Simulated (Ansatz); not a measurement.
Single-point calculation, with input and output: Pt (charge +1) (part 1 of 2)

- system: Pt (defect cell, 26 atoms in the cell, total charge +1)
- method: DFT, PBE, plane waves, PAW, no spin polarisation (Ansatz 0.2.0)

The structure derives from a Materials Project entry. Figures and captions count atoms from 1; the log counts them from 0 in places.

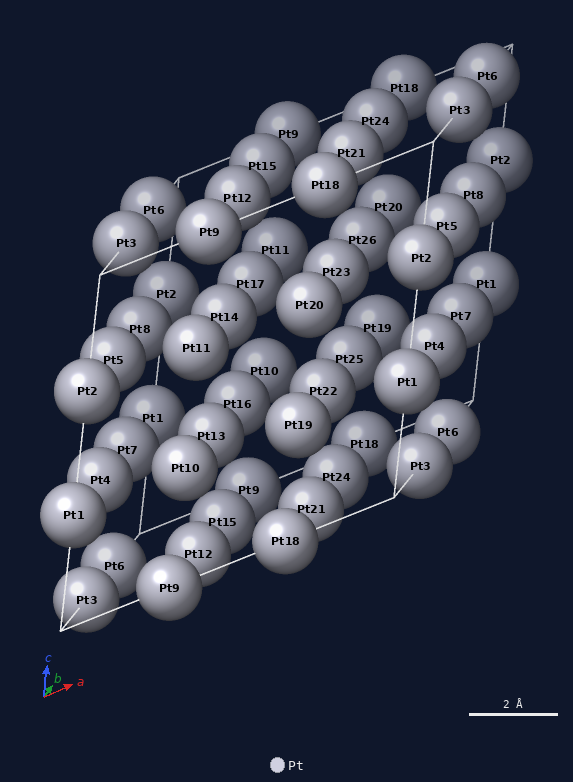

*The structure (spheres-only view of the cell of the calculation, seen slightly off an axis; atoms are numbered from 1 in the order of the input).*

**Results in brief**

```tsv
quantity	value
outcome	converged
electrons treated	467
free energy	−325619.1051 eV
Fermi energy	21.171 eV
gap on the k-point mesh	none (metallic)
largest force (length of the vector)	0.014 eV/Å
hardware	4 threads of AMD EPYC (Zen 3), 189 GiB of memory available, shared host
wall time	31 s (CPU time 1.9 min)
peak memory	2.3 GiB
```

**Remarks**

Settings chosen away from the usual ones: basis.ecutwfc set to 29.4 Ry (from 420); total_charge set to 1. These settings are looser than, or depart from, a standard set-up, so the numbers are not reference values for this system. The program warns: the cutoff is below the recommended one. Spin–orbit coupling is left out, which matters for Pt.

**Input file**
```yaml
crystal:
  lattice:
    - [0.0, 5.9553460791, 5.9553460791]
    - [5.9553460791, 0.0, 5.9553460791]
    - [5.9553460791, 5.9553460791, 0.0]
  atoms:
    - { symbol: Pt, position: [0.0, 0.0, 0.3259801439] }
    - { symbol: Pt, position: [0.0, 0.0, 0.6740198561] }
    - { symbol: Pt, position: [0.0, 0.3259801439, 0.0] }
    - { symbol: Pt, position: [0.0001298885, 0.3332900372, 0.3332900372] }
    - { symbol: Pt, position: [0.0, 0.3259801439, 0.6740198561] }
    - { symbol: Pt, position: [0.0, 0.6740198561, 0.0] }
    - { symbol: Pt, position: [0.0, 0.6740198561, 0.3259801439] }
    - { symbol: Pt, position: [-0.0001298885, 0.6667099628, 0.6667099628] }
    - { symbol: Pt, position: [0.3259801439, 0.0, 0.0] }
    - { symbol: Pt, position: [0.3332900372, 0.0001298885, 0.3332900372] }
    - { symbol: Pt, position: [0.3259801439, 0.0, 0.6740198561] }
    - { symbol: Pt, position: [0.3332900372, 0.3332900372, 0.0001298885] }
    - { symbol: Pt, position: [0.3332900372, 0.3332900372, 0.3332900372] }
    - { symbol: Pt, position: [0.332131203, 0.332131203, 0.667868797] }
    - { symbol: Pt, position: [0.3259801439, 0.6740198561, 0.0] }
    - { symbol: Pt, position: [0.332131203, 0.667868797, 0.332131203] }
    - { symbol: Pt, position: [0.332131203, 0.667868797, 0.667868797] }
    - { symbol: Pt, position: [0.6740198561, 0.0, 0.0] }
    - { symbol: Pt, position: [0.6740198561, 0.0, 0.3259801439] }
    - { symbol: Pt, position: [0.6667099628, -0.0001298885, 0.6667099628] }
    - { symbol: Pt, position: [0.6740198561, 0.3259801439, 0.0] }
    - { symbol: Pt, position: [0.667868797, 0.332131203, 0.332131203] }
    - { symbol: Pt, position: [0.667868797, 0.332131203, 0.667868797] }
    - { symbol: Pt, position: [0.6667099628, 0.6667099628, -0.0001298885] }
    - { symbol: Pt, position: [0.667868797, 0.667868797, 0.332131203] }
    - { symbol: Pt, position: [0.6667099628, 0.6667099628, 0.6667099628] }
basis:
  ecutwfc: "29.4 Ry"
  xc_grid: 2
kpoints:
  mp_grid: { grid: [4, 4, 4], shift: [0.0, 0.0, 0.0] }
hamiltonian:
  xc: pbe
scf:
  occupations: { method: gaussian, width: 0.1 }
output:
  forces: true
  eigenvalues: true
total_charge: 1
```

Run as:
```bash
ansatz run input.yaml --threads 4 --pin off --max-ram 8192MiB --backend cpu --events-out ev --progress --plain --runs-dir out
```

**Log**
```
Warning: basis.ecutwfc = 400.00737781602356 eV is below the records' recommended 420 eV, and the density's cutoff is lower with it unless basis.ecutrho_ratio is high enough to keep the records' density cutoff: compare with a run at a higher cutoff
Engine: ansatz 0.2.0, x86_64-unknown-linux-gnu
Pseudopotentials: kind: paw
Pseudopotential: Pt, paw, valence charge 18, recommended cutoff 420 eV (normal), Pt.paw.azcp
Functional definition: PBE
  parameter kappa = 0.804
  parameter beta = 0.06672455060314922
  exchange = pbe_x(kappa = kappa, mu = beta*pi^2/3)
  correlation = pbe_c(beta = beta)
Crystal: 26 atoms, lattice volume = 422.426 Å³
Basis set: ecut = 400.00737781602356 eV, 7727 PW (Γ), exchange–correlation on 120×120×120 points (8 copies of the dense FFT grid, shifted against one another)
Bands: 281, of which v1, the nominal top of the filled ones, is band 234 counted from 1 (233 counted from 0)
Symmetry: 48 space group operations
Space group: Fm-3m (ITA 225), of the structure as read, at distance tolerance 7.5e-5 Å
k-points: 8 of 64
Non-local potential: Pt, projectors of the file, l = 0: 3, l = 1: 2, l = 2: 2, l = 3: 1
PAW form: soft (Blöchl's): semilocal exchange-correlation on the pseudo side does not see the compensation charge
PAW one-centre angular grid: Pt, 590 points (default); XC on 64 Gauss nodes
Initial density: superposition of atomic densities (neutral atoms scaled as one to the charged cell's electrons: chi_scale 0, normalization atom), corrected by the library's trained network
Initial wavefunctions: pseudopotential atomic-orbital guess
Functional: x = pbe(κ = 0.804, μ = 0.2195149727645171), c = pbe(β = 0.06672455060314922)
SCF iter   1: F=—  HF=-325619.184792 eV  |F-HF|=—  |Δ(HF+E_count)|=         —  Δρ=9.68e-3  dr2=4.13e-1  ethr=1.77e-3  ⟨swp⟩=5.1  Hψ=7223  notcnv=0  defer=167
preconditioner: auto → Kerker (q_TF=auto, 2.774 Å⁻¹)  [metal: Δε(μ)=0.028 eV  Ē_g=8.010 eV  σ=0.100 eV  W_gap=0.16  n_scr=168 (ndim 8)  ℏωp=29.1 eV  f_vac=0.009  D(μ)=44.21/eV (n_scr^D=608)]
SCF iter   2: F=—  HF=-325619.119118 eV  |F-HF|=—  |Δ(HF+E_count)|=   6.57e-2  Δρ=4.26e-3  dr2=1.02e-1  ethr=8.85e-5  ⟨swp⟩=2.1  Hψ=3078  notcnv=0  defer=172
SCF iter   3: F=—  HF=-325619.106155 eV  |F-HF|=—  |Δ(HF+E_count)|=   1.30e-2  Δρ=7.60e-4  dr2=8.95e-3  ethr=2.18e-5  ⟨swp⟩=2.0  Hψ=2985  notcnv=0  defer=172
SCF iter   4: F=—  HF=-325619.105647 eV  |F-HF|=—  |Δ(HF+E_count)|=   5.08e-4  Δρ=2.14e-4  dr2=1.12e-3  ethr=1.92e-6  ⟨swp⟩=2.0  Hψ=2690  notcnv=0  defer=172
SCF iter   5: F=—  HF=-325619.105545 eV  |F-HF|=—  |Δ(HF+E_count)|=   1.02e-4  Δρ=8.49e-5  dr2=1.07e-4  ethr=2.39e-7  ⟨swp⟩=2.0  Hψ=2949  notcnv=0  defer=172
SCF iter   6: F=—  HF=-325619.105525 eV  |F-HF|=—  |Δ(HF+E_count)|=   1.98e-5  Δρ=3.99e-5  dr2=2.17e-5  ethr=2.30e-8  ⟨swp⟩=2.0  Hψ=2985  notcnv=0  defer=172
SCF iter   7: F=—  HF=-325619.105136 eV  |F-HF|=—  |Δ(HF+E_count)|=   3.89e-4  Δρ=1.35e-5  dr2=1.29e-6  ethr=4.66e-9  ⟨swp⟩=2.1  Hψ=3006  notcnv=0  defer=172
SCF iter   8: F=-325619.105137 eV  HF=-325619.105137 eV  |F-HF|=2.29e-8  |Δ(HF+E_count)|=   1.29e-6  Δρ=3.80e-6  dr2=6.37e-8  ethr=2.14e-11  ⟨swp⟩=9.2  Hψ=11089  notcnv=0
SCF 1 converged in 8 iterations: F = -325619.105137 eV  dr2 = 6.37e-8
  greatest PAW one-centre occupation: 1.000 electrons in one spin orbital (limit 2), on the Pt atom at site 24 (counted from 0), in its partial waves of l = 0
SCF converged after 8 iterations
Free energy (F): -325619.105137 eV
Harris-Foulkes:  -325619.105137 eV  (|F-HF|=2.29e-8)
Internal energy: -325618.878067 eV  (E = F + TS)
E sigma→0 (E₀):  -325618.991602 eV
Entropy (-TS):   -0.227071 eV (-8.733 meV/atom)
Fermi energy:    21.170604 eV
--- Per-component energies (eV) ---
  E_band       = -4281.191793
  E_kinetic    = 16517.170701
  E_local      = -41774.816805  (includes V_loc(G=0)·N_el)
  E_nonlocal   = 5185.810288
  E_hartree    = 15559.434897
  E_xc         = -6781.762368
  E_vxc        = -7841.086227  (∫ρ·V_xc dr)
  E_paw        = -245794.478330  (= ΣΔE_a)
  E_vpaw       = -7487.116138  (= ΣTr[D̂ρ^β])
  E_aug_tail   = 0.005284  (compensation charges beyond the density's cutoff)
  E_ewald      = -68530.241733
  E_smearing   = -0.227071  (= −TS)
  E_closure    = 0.000000  (closes the sum)
  E_deformation_potential = 26.870011  (in the stress; not in F)
  Σ components = -325619.105137   (vs F -325619.105137, Δ=0.00e0)
--- Forces (eV/Å), atoms counted from 1 ---
  atom   1  Pt    -0.00978002    -0.00978002    -0.00000000
  atom   2  Pt     0.00978002     0.00978002     0.00000000
  atom   3  Pt    -0.00978002     0.00000000    -0.00978002
  atom   4  Pt     0.00083092    -0.00083092    -0.00083092
  atom   5  Pt     0.00000000     0.00978002    -0.00978002
  atom   6  Pt     0.00978002    -0.00000000     0.00978002
  atom   7  Pt    -0.00000000    -0.00978002     0.00978002
  atom   8  Pt    -0.00083092     0.00083092     0.00083092
  atom   9  Pt    -0.00000000    -0.00978002    -0.00978002
  atom  10  Pt    -0.00083092     0.00083092    -0.00083092
  atom  11  Pt     0.00978002    -0.00000000    -0.00978002
  atom  12  Pt    -0.00083092    -0.00083092     0.00083092
  atom  13  Pt     0.00083092     0.00083092     0.00083092
  atom  14  Pt    -0.00000000    -0.00000000    -0.00130645
  atom  15  Pt     0.00978002    -0.00978002     0.00000000
  atom  16  Pt     0.00000000    -0.00130645     0.00000000
  atom  17  Pt     0.00130645     0.00000000     0.00000000
  atom  18  Pt     0.00000000     0.00978002     0.00978002
  atom  19  Pt    -0.00978002     0.00000000     0.00978002
  atom  20  Pt     0.00083092    -0.00083092     0.00083092
  atom  21  Pt    -0.00978002     0.00978002    -0.00000000
  atom  22  Pt    -0.00130645    -0.00000000     0.00000000
  atom  23  Pt    -0.00000000     0.00130645     0.00000000
  atom  24  Pt     0.00083092     0.00083092    -0.00083092
  atom  25  Pt    -0.00000000    -0.00000000     0.00130645
  atom  26  Pt    -0.00083092    -0.00083092    -0.00083092
  max |Σ_I F_I| component: 1.36e-17 eV/Å
--- Band table (eV; the first three rows and the last of 8) ---
```
